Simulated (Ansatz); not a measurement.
Geometry relaxation, with input and output: MoS4

The run: geometry relaxation of MoS4 (slab, 5 atoms in the cell). Method and program: DFT PBEsol, scalar-relativistic, plane waves, PAW, no spin polarisation (Ansatz 0.2.0).

The structure derives from a Materials Project entry. The input holds or restrains some coordinates. Forces given for the steps count only the free coordinates. It belongs to a series of runs on one base structure; here: clean slab, lower half held.

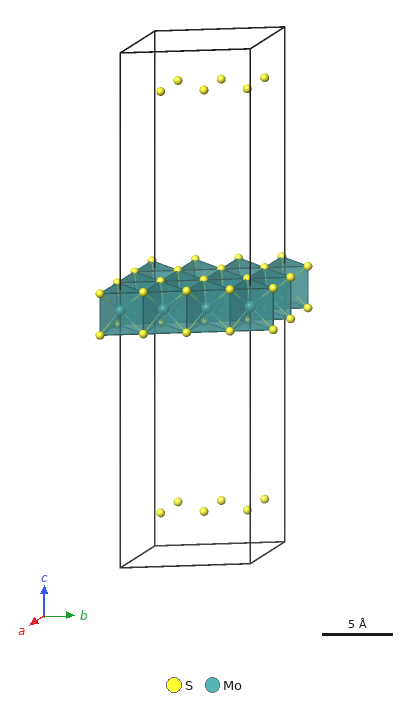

*The starting structure (polyhedral view of the 2 × 3 repeat of the cell, with the vacuum cut short, seen slightly off an axis; polyhedra are completed across the faces of the cell). An atom can appear more than once, as a periodic image.*

Summary:

| quantity | value |
| --- | --- |
| outcome | converged under the restraints of the input |
| electrons treated | 38 |
| free energy | −8435.7911 eV |
| work function, top face | 7.02 eV |
| work function, bottom face | 7.02 eV |
| Fermi energy | −3.388 eV |
| gap on the k-point mesh | none (metallic) |
| final volume | 415.02 Å³ |
| work function (upper face) | 7.02 eV |
| largest force (length of the vector) at the end, held atoms and coordinates included | 0.008 eV/Å |
| hardware | 2 threads of Intel Xeon @ 2.50GHz (Skylake/Cascade Lake), 189 GiB of memory available, shared host |
| wall time | 29 s (CPU time 55 s) |
| peak memory | 0.64 GiB |

Notes:

The program warns: the exchange-correlation potential is rough where the density is thin.

Input:
```yaml
crystal:
  lattice:
    - [3.1415002725, 0.0, 0.0]
    - [-1.5707501363, 2.720619042, 0.0]
    - [0.0, 0.0, 48.5584351538]
  atoms:
    - { symbol: S, position: [0.3333333333, 0.6666666667, 0.175046827] }
    - { symbol: S, position: [0.3333333333, 0.6666666667, 0.4679131505] }
    - { symbol: Mo, position: [0.0, 0.0, 0.5] }
    - { symbol: S, position: [0.3333333333, 0.6666666667, 0.5320868495] }
    - { symbol: S, position: [0.3333333333, 0.6666666667, 0.824953173] }
basis:
  ecutwfc: 420
kpoints:
  mp_grid: { grid: [9, 9, 1] }
hamiltonian:
  xc: pbesol
scf:
  occupations: { method: gaussian, width: 0.05 }
output:
  forces: true
  eigenvalues: true
  write_density: true
  write_potential: true
  elf: true
  volumetric_format: npy
relax:
  adjacent_minimum: "off"
  f_tol: 0.03
  max_steps: 70
  constraints: [{ sites: [0, 1] }]
efield:
  axis: 3
  dipole_correction: true
  ramp_width: 0.04
```

Run as:
```bash
ansatz run input.yaml --threads 2 --pin off --max-ram 5120MiB --backend cpu --events-out ev --progress --plain --runs-dir out
```

Output:
```
Engine: ansatz 0.2.0, x86_64-unknown-linux-gnu
Pseudopotentials: kind: paw
Pseudopotential: S, paw, valence charge 6, recommended cutoff 420 eV (normal), S.paw.azcp
Pseudopotential: Mo, paw, valence charge 14, recommended cutoff 420 eV (normal), Mo.paw.azcp
Functional definition: PBEsol
  exchange = pbesol_x
  correlation = pbesol_c
Crystal: 5 atoms, lattice volume = 415.020 Å³
Basis set: ecut = 420 eV, 8035 PW (Γ), exchange–correlation on 48×48×720 points (8 copies of the dense FFT grid, shifted against one another)
Bands: 24, of which v1, the nominal top of the filled ones, is band 19 counted from 1 (18 counted from 0)
Symmetry: 6 space group operations
k-points: 12 of 81 (time reversal used)
Non-local potential: S, projectors of the file, l = 0: 2, l = 1: 2, l = 2: 2
Non-local potential: Mo, projectors of the file, l = 0: 3, l = 1: 2, l = 2: 2, l = 3: 1
PAW form: soft (Blöchl's): semilocal exchange-correlation on the pseudo side does not see the compensation charge
PAW frozen core: S, regenerated for the run's functional, and the local potential with it (the file was generated under x = pbe(κ = 0.804, μ = 0.2195149727645171), c = pbe(β = 0.06672455060314922))
PAW frozen core: Mo, regenerated for the run's functional, and the local potential with it (the file was generated under x = pbe(κ = 0.804, μ = 0.2195149727645171), c = pbe(β = 0.06672455060314922))
PAW one-centre angular grid: S, 110 points (default); XC on 64 Gauss nodes
PAW one-centre angular grid: Mo, 590 points (default); XC on 64 Gauss nodes
Initial density: superposition of atomic densities (neutral atoms: chi_scale 0, normalization atom), corrected by the library's trained network
Initial wavefunctions: pseudopotential atomic-orbital guess
Functional: x = pbesol(κ = 0.804, μ = 0.12345679012345678), c = pbesol(β = 0.046)
SCF iter   1: F=—  HF=-8436.283756 eV  |F-HF|=—  |Δ(HF+E_count)|=         —  Δρ=2.09e-2  dr2=1.35e2  ethr=1.77e-3  p=0.000 e·Å  D=1.43e-13 V/Å  ΔV_dip=-0.00 eV  dr2_dipole=9.10e-7  V_vac-E_F(+/−)=6.91/6.91 eV  ⟨swp⟩=10.2  Hψ=1689  notcnv=0
efield: sawtooth ramp at fractional position 0.9800 (placed from the atoms, in the widest stretch of the axis that holds none; the zero of the levels goes with the place), width 0.0400; the density the first Hamiltonian is built on has a dipole p = 0.000 e·Å; the dipole correction subtracts the counter field D = 1.43e-13 V/Å, which shifts the + side's vacuum level by -0.00 eV against the − side's; the planar-averaged density in the ramp window peaks in size at 7.6e-6 e/Å³
preconditioner: auto → LDOS  [metal: Δε(μ)=0.032 eV  Ē_g=6.878 eV  σ=0.050 eV  W_gap=0.33  n_scr=28 (ndim 8)  ℏωp=10.0 eV  f_vac=0.686  D(μ)=9.82/eV (n_scr^D=30)  β→1.0]
SCF iter   2: F=—  HF=-8435.889465 eV  |F-HF|=—  |Δ(HF+E_count)|=   3.94e-1  Δρ=9.97e-3  dr2=7.24e-1  ethr=1.77e-3  p=0.000 e·Å  D=8.63e-6 V/Å  ΔV_dip=-0.00 eV  dr2_dipole=9.26e-6  V_vac-E_F(+/−)=7.07/7.07 eV  ⟨swp⟩=2.0  Hψ=410  notcnv=0  defer=8
SCF iter   3: F=—  HF=-8435.797994 eV  |F-HF|=—  |Δ(HF+E_count)|=   9.15e-2  Δρ=3.40e-3  dr2=2.58e-1  ethr=1.77e-3  p=0.000 e·Å  D=6.49e-6 V/Å  ΔV_dip=-0.00 eV  dr2_dipole=1.85e-4  V_vac-E_F(+/−)=7.03/7.03 eV  ⟨swp⟩=1.2  Hψ=300  notcnv=0  defer=6
SCF iter   4: F=—  HF=-8435.791941 eV  |F-HF|=—  |Δ(HF+E_count)|=   6.05e-3  Δρ=1.83e-3  dr2=1.17e-2  ethr=6.79e-4  p=0.000 e·Å  D=4.60e-7 V/Å  ΔV_dip=-0.00 eV  dr2_dipole=2.38e-5  V_vac-E_F(+/−)=7.00/7.00 eV  ⟨swp⟩=1.8  Hψ=379  notcnv=0  defer=5
SCF iter   5: F=—  HF=-8435.793550 eV  |F-HF|=—  |Δ(HF+E_count)|=   1.61e-3  Δρ=1.60e-3  dr2=2.68e-2  ethr=3.07e-5  p=-0.000 e·Å  D=-1.64e-6 V/Å  ΔV_dip=0.00 eV  dr2_dipole=8.59e-6  V_vac-E_F(+/−)=7.02/7.02 eV  ⟨swp⟩=2.0  Hψ=414  notcnv=0  defer=11
SCF iter   6: F=—  HF=-8435.791331 eV  |F-HF|=—  |Δ(HF+E_count)|=   2.22e-3  Δρ=5.72e-4  dr2=3.75e-3  ethr=3.07e-5  p=-0.000 e·Å  D=-1.05e-6 V/Å  ΔV_dip=0.00 eV  dr2_dipole=1.86e-7  V_vac-E_F(+/−)=7.02/7.02 eV  ⟨swp⟩=2.0  Hψ=372  notcnv=0  defer=11
SCF iter   7: F=—  HF=-8435.791087 eV  |F-HF|=—  |Δ(HF+E_count)|=   2.44e-4  Δρ=8.16e-5  dr2=1.80e-4  ethr=9.88e-6  p=-0.000 e·Å  D=-8.85e-7 V/Å  ΔV_dip=0.00 eV  dr2_dipole=4.87e-8  V_vac-E_F(+/−)=7.01/7.01 eV  ⟨swp⟩=1.2  Hψ=290  notcnv=0  defer=11
SCF iter   8: F=—  HF=-8435.791090 eV  |F-HF|=—  |Δ(HF+E_count)|=   2.34e-6  Δρ=1.31e-4  dr2=7.35e-5  ethr=4.74e-7  p=-0.000 e·Å  D=-7.32e-7 V/Å  ΔV_dip=0.00 eV  dr2_dipole=2.40e-8  V_vac-E_F(+/−)=7.01/7.01 eV  ⟨swp⟩=2.3  Hψ=431  notcnv=0  defer=11
SCF iter   9: F=—  HF=-8435.791096 eV  |F-HF|=—  |Δ(HF+E_count)|=   6.09e-6  Δρ=8.33e-5  dr2=3.51e-5  ethr=1.93e-7  p=-0.000 e·Å  D=-2.77e-8 V/Å  ΔV_dip=0.00 eV  dr2_dipole=2.11e-8  V_vac-E_F(+/−)=7.02/7.02 eV  ⟨swp⟩=1.9  Hψ=299  notcnv=0  defer=11
SCF iter  10: F=-8435.791086 eV  HF=-8435.791093 eV  |F-HF|=7.28e-6  |Δ(HF+E_count)|=   2.47e-6  Δρ=3.79e-5  dr2=9.60e-6  ethr=5.92e-8  p=-0.000 e·Å  D=-4.88e-7 V/Å  ΔV_dip=0.00 eV  dr2_dipole=4.45e-8  V_vac-E_F(+/−)=7.02/7.02 eV  ⟨swp⟩=15.8  Hψ=2743  notcnv=0
SCF 1 converged in 10 iterations: F = -8435.791086 eV  dr2 = 9.60e-6
  greatest PAW one-centre occupation: 0.999 electrons in one spin orbital (limit 2), on the Mo atom at site 2 (counted from 0), in its partial waves of l = 0
relax step   1: F+E_penalty+E_count = -8435.79108608 eV  Δ(F+E_penalty+E_count) = +0.000e0 eV  max|allowed force component| = 7.823e-3 eV/Å  Δτ_max = 0.0000 Å  (10 SCF iters, dr2 threshold 2.25e-5 eV, accepted)
Initial density: handed on by an earlier stage of this run
Initial wavefunctions: those handed on with the density
iter 1 solved again at ethr=2.55e-8 eV; its pass at ethr=3.10e-3 eV (dr2=9.68e-6 eV) is discarded
SCF iter   1: F=—  HF=-8435.791091 eV  |F-HF|=—  |Δ(HF+E_count)|=         —  Δρ=3.81e-5  dr2=9.67e-6  ethr=2.55e-8  p=-0.000 e·Å  D=-4.88e-7 V/Å  ΔV_dip=0.00 eV  dr2_dipole=4.48e-8  V_vac-E_F(+/−)=7.02/7.02 eV  ⟨swp⟩=1.0  Hψ=864  notcnv=0
efield: sawtooth ramp at fractional position 0.9800 (handed on by an earlier solve), width 0.0400; the density the first Hamiltonian is built on has a dipole p = -0.000 e·Å; the dipole correction subtracts the counter field D = -4.88e-7 V/Å, which shifts the + side's vacuum level by +0.00 eV against the − side's; the planar-averaged density in the ramp window peaks in size at 1.0e-6 e/Å³
preconditioner: auto → LDOS  [metal: Δε(μ)=0.039 eV  Ē_g=6.831 eV  σ=0.050 eV  W_gap=0.42  n_scr=28 (ndim 8)  ℏωp=10.0 eV  f_vac=0.685  D(μ)=13.10/eV (n_scr^D=90)  β→1.0]
SCF iter   2: F=—  HF=-8435.791099 eV  |F-HF|=—  |Δ(HF+E_count)|=   8.12e-6  Δρ=8.06e-5  dr2=6.53e-5  ethr=2.54e-8  p=0.000 e·Å  D=5.18e-7 V/Å  ΔV_dip=-0.00 eV  dr2_dipole=2.11e-6  V_vac-E_F(+/−)=7.01/7.01 eV  ⟨swp⟩=2.2  Hψ=464  notcnv=0
SCF iter   3: F=—  HF=-8435.791093 eV  |F-HF|=—  |Δ(HF+E_count)|=   6.49e-6  Δρ=1.46e-5  dr2=4.16e-6  ethr=2.54e-8  p=0.000 e·Å  D=1.56e-8 V/Å  ΔV_dip=-0.00 eV  dr2_dipole=6.65e-7  V_vac-E_F(+/−)=7.02/7.02 eV  ⟨swp⟩=2.7  Hψ=531  notcnv=0
SCF iter   4: F=-8435.791092 eV  HF=-8435.791092 eV  |F-HF|=1.72e-8  |Δ(HF+E_count)|=   3.65e-7  Δρ=3.01e-6  dr2=4.79e-8  ethr=2.63e-10  p=-0.000 e·Å  D=-7.20e-8 V/Å  ΔV_dip=0.00 eV  dr2_dipole=5.00e-10  V_vac-E_F(+/−)=7.02/7.02 eV  ⟨swp⟩=10.1  Hψ=2371  notcnv=0
SCF 2 converged in 4 iterations: F = -8435.791092 eV  dr2 = 4.79e-8
relax step   2: F+E_penalty+E_count = -8435.79109247 eV  Δ(F+E_penalty+E_count) = -6.389e-6 eV  max|allowed force component| = 7.634e-3 eV/Å  Δτ_max = 0.0000 Å  (4 SCF iters, accepted)
```

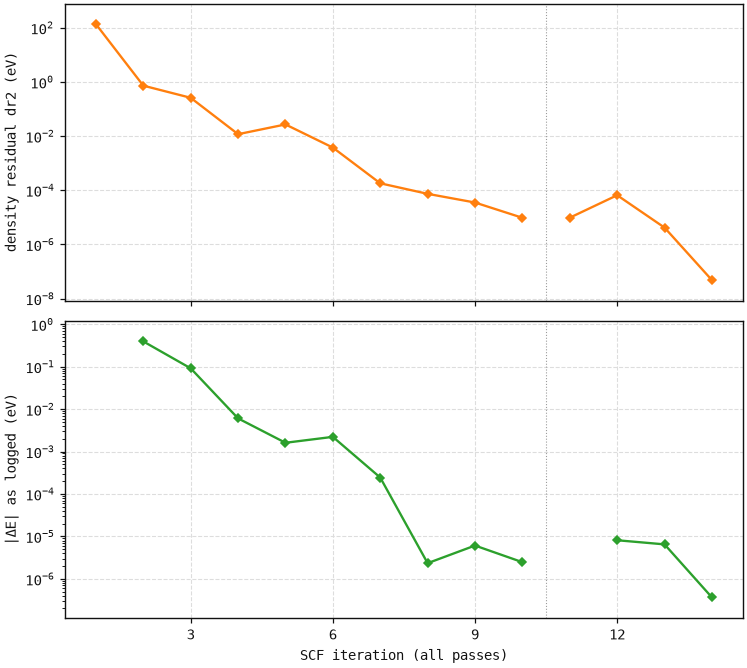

*Convergence of the self-consistent field: density residual dr2 and size of the energy change against the SCF iteration. The dotted lines part the SCF passes of the relaxation: geometry steps, rejected trials and re-solves on a re-selected basis.*

The passes take 10 and 4 iterations.

```
WARN: The input density's exchange-correlation potential varies sharply where the density is thin. Do not read a vacuum level from v_tot or v_xc, or from such a field of the output density. On a cell that repeats whose density bears no net charge and no dipole along the vacuum's axis use v_es (v_loc + v_h of the components); under efield.dipole_correction with no amplitude use v_es + v_field, which holds any external_charges[].barrier, or the levels of the report's work_function block, which leave it out; under a non-zero efield.amplitude the vacuum is tilted and has no level; on a cell that repeats and bears such a dipole with no correction it is tilted too, and efield.dipole_correction with no amplitude gives each side of its ramp a level where efield: is served; in a cell that repeats whose density bears a net charge (total_charge, or a fill off its count) it is curved and has none; of a slab under crystal.periodic whose density bears no net charge use v_es, which has a level on each side, short of where the two are joined; of another it falls or rises all the way out and has none; of a slab beside external_charges read slab_vacuum_level instead, which it has where they leave it neutral. The grid or the basis barely resolves most such structure, and the values can differ between equally converged runs; as a rule a tighter scf.convergence.dr2_threshold does not remove it. Where the density itself ripples (under the LDA too) a higher basis.ecutwfc lessens it. The files hold the spikes' plane waves up to the density's cutoff. Files: v_tot and the like, and their columns of v_z.tsv (output.write_potential); v_xc and the like, and their columns of v_comp_z.tsv (output.write_potential_components); where files of the output density stand in their place, no point of their own thin density is over the threshold below, and this is of outcome.potential() and, of a run that writes arrays (npy), the arrays of these names. Measured: with its Gaussian average of σ = 0.25 Å subtracted twice, the exchange-correlation potential is over 0.1 eV at 28 of the grid points where the equally averaged density (valence and model cores) is under 1e-3 e/Å³, and 0.177 eV at the most among them, at an averaged density of 4.5e-7 e/Å³. See output.write_potential in the manual, Limitations
SCF converged after 4 iterations
Free energy (F): -8435.791092 eV
Harris-Foulkes:  -8435.791092 eV  (|F-HF|=1.72e-8)
Internal energy: -8435.774708 eV  (E = F + TS)
E sigma→0 (E₀):  -8435.782900 eV
Entropy (-TS):   -0.016384 eV (-3.277 meV/atom)
Fermi energy:    -3.388145 eV
Dipole field:    D = -0.000021 V/Å  (p = -0.000048 e·Å, saw-weighted, corrected)
Work function:   Φ+ = 7.0162 eV   Φ− = 7.0151 eV
Levels:          The Fermi level and band energies are counted from a zero that moves with the ramp; work functions are not
--- Per-component energies (eV) ---
  E_band       = -606.719543
  E_kinetic    = 853.769125
  E_local      = -36845.761773  (includes V_loc(G=0)·N_el)
  E_nonlocal   = 259.708414
  E_hartree    = 17928.549927
  E_xc         = -558.886876
  E_vxc        = -567.279725  (∫ρ·V_xc dr)
  E_paw        = -5479.556823  (= ΣΔE_a)
  E_vpaw       = -164.268887  (= ΣTr[D̂ρ^β])
  E_aug_tail   = 0.000035  (compensation charges beyond the density's cutoff)
  E_efield     = 0.000000  (sawtooth field / dipole correction)
  E_vefield    = 0.000000  (∫n·V_field dr)
  E_ewald      = 15405.946165
  E_core_change = 0.457097  (= ΣΔE_core)
  E_smearing   = -0.016384  (= −TS)
  E_closure    = 0.000000  (closes the sum)
  Σ components = -8435.791092   (vs F -8435.791092, Δ=0.00e0)
--- Forces (eV/Å), atoms counted from 1 ---
  atom   1  S      0.00000000    -0.00000000     0.00019148
  atom   2  S      0.00000000    -0.00000000    -0.00763363
  atom   3  Mo    -0.00000000    -0.00000000    -0.00000092
  atom   4  S      0.00000000    -0.00000000     0.00763417
  atom   5  S      0.00000000    -0.00000000    -0.00019148
  max |Σ_I F_I| component: 3.79e-7 eV/Å
--- Band table (eV; the first three rows and the last of 12) ---
  k-point 0: bands = ["-64.1263", "-38.3302", "-38.0692", "-38.0692", "-17.6405", "-16.2718", "-15.7390", "-15.7390", "-9.1809", "-6.0410", "-6.0410", "-5.2466", "-5.0663", "-5.0663", "-4.8795", "-4.8795", "-3.4776", "-1.4983", "-1.4983", "-1.4983", "-1.4983", "-0.5227", "-0.5227", "-0.2450"]
  k-point 1: bands = ["-64.1210", "-38.3199", "-38.1212", "-38.0810", "-17.4476", "-16.1935", "-15.5872", "-15.5872", "-8.9683", "-6.4434", "-5.9523", "-5.8395", "-5.1712", "-4.9191", "-4.9191", "-4.4802", "-3.5682", "-2.2949", "-2.2949", "-1.6745", "-1.6745", "-0.7319", "-0.7288", "-0.4570"]
  k-point 2: bands = ["-64.1076", "-38.2938", "-38.2510", "-38.1106", "-16.9222", "-15.9809", "-15.1628", "-15.1628", "-8.5671", "-7.1586", "-6.8621", "-5.7618", "-5.3131", "-4.6242", "-4.5113", "-4.5113", "-4.0296", "-3.9685", "-3.9685", "-2.0756", "-2.0756", "-1.1972", "-0.8584", "-0.5482"]
  k-point 11: bands = ["-64.0753", "-38.3947", "-38.3447", "-38.2305", "-15.3233", "-15.2991", "-13.7804", "-13.7804", "-9.0074", "-8.1376", "-7.6140", "-6.9747", "-6.3563", "-5.6331", "-5.6331", "-5.6331", "-5.6331", "-5.5828", "-3.4221", "-3.2403", "-3.2403", "-1.6189", "-0.3539", "0.2953"]
--- Relaxed structure (2 steps of the walk, 2 accepted, 0 SCFs on fresh bases) ---
  F+E_penalty+E_count = -8435.79109247 eV   max|allowed force component| = 7.634e-3 eV/Å
  atoms:
    - { symbol: S, position: [0.33333333333333337, 0.6666666666666666, 0.175046827] }
    - { symbol: S, position: [0.33333333333333337, 0.6666666666666666, 0.4679131505] }
    - { symbol: Mo, position: [-7.703719777548943e-34, -8.88178419881071e-18, 0.49999999999999994] }
    - { symbol: S, position: [0.33333333333333337, 0.6666666666666666, 0.5320868495] }
    - { symbol: S, position: [0.33333333333333337, 0.6666666666666666, 0.8249531729999999] }
```

Trajectory as extended XYZ (Å, eV, eV/Å), 2 frames, from step=1 to step=2:
```
5
Lattice="3.1415 0.0000 0.0000 -1.5708 2.7206 0.0000 0.0000 0.0000 48.5584" Properties=species:S:1:pos:R:3:forces:R:3 step=1 energy=-8435.79109
S     0.0000    1.8137    8.5000    0.0000   0.0000   0.0002
S     0.0000    1.8137   22.7211    0.0000   0.0000  -0.0075
Mo    0.0000    0.0000   24.2792    0.0000   0.0000  -0.0008
S     0.0000    1.8137   25.8373    0.0000   0.0000   0.0078
S     0.0000    1.8137   40.0584    0.0000   0.0000  -0.0002
5
Lattice="3.1415 0.0000 0.0000 -1.5708 2.7206 0.0000 0.0000 0.0000 48.5584" Properties=species:S:1:pos:R:3:forces:R:3 step=2 energy=-8435.79109
S     0.0000    1.8137    8.5000    0.0000   0.0000   0.0002
S     0.0000    1.8137   22.7211    0.0000   0.0000  -0.0076
Mo    0.0000    0.0000   24.2792    0.0000   0.0000   0.0000
S     0.0000    1.8137   25.8373    0.0000   0.0000   0.0076
S     0.0000    1.8137   40.0584    0.0000   0.0000  -0.0002
```

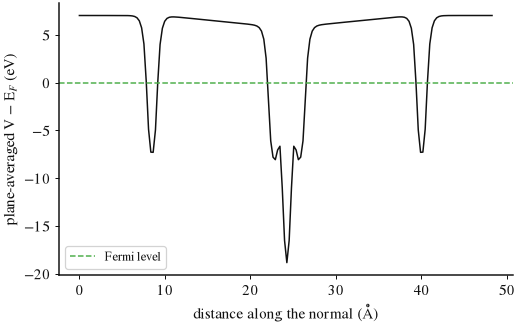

*Plane average of the electrostatic potential energy of an electron across the cell, from the Fermi level.*

The vacuum level lies 7.02 eV above the Fermi level.

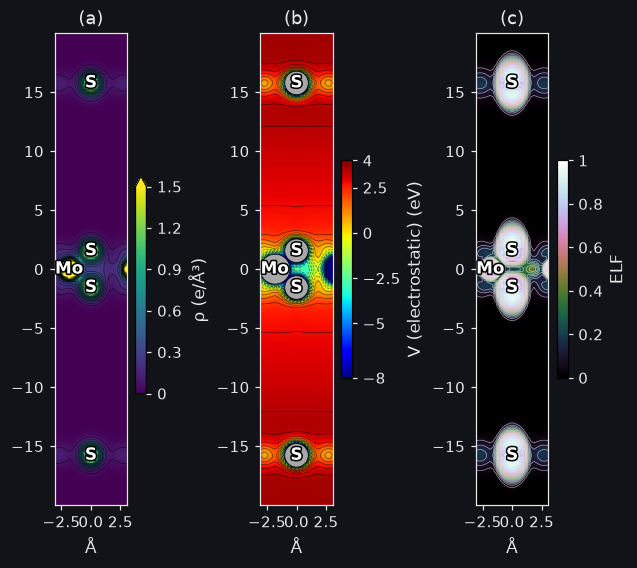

*(a) valence charge density (pseudo); (b) electrostatic potential energy of an electron; (c) electron localisation function on the (110) plane of the calculation cell, a cut from vacuum to vacuum. Grey discs, where drawn, cover atomic cores.*

The section cuts through S and Mo sites. Mo–S (2.39 Å): the density is about 0.62 e/Å³ at the midpoint; the ELF is about 0.45 at the midpoint. The density dies away to nearly zero in the vacuum. The strong features right at Mo lie inside the PAW spheres (semicore, d or f shells) and say nothing about bonding. In a PAW calculation such maps are meaningful between the atoms, not at the nuclei.

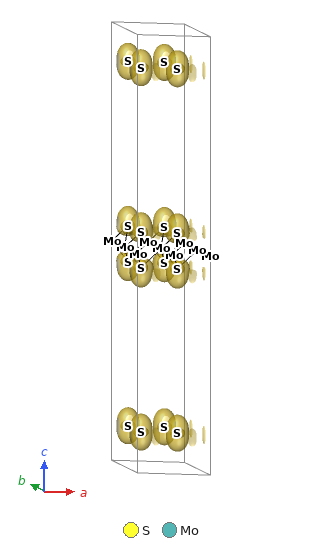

*Isosurface of the ELF at 0.75 (yellow), seen slightly off an axis. Only the valence region is drawn (cores and ρ < 0.01 e/Å³ removed). Sticks mark near contacts.*

Along the contacts the grid gives the following. Mo–S (2.39 Å): the ELF is about 0.45 at the midpoint.
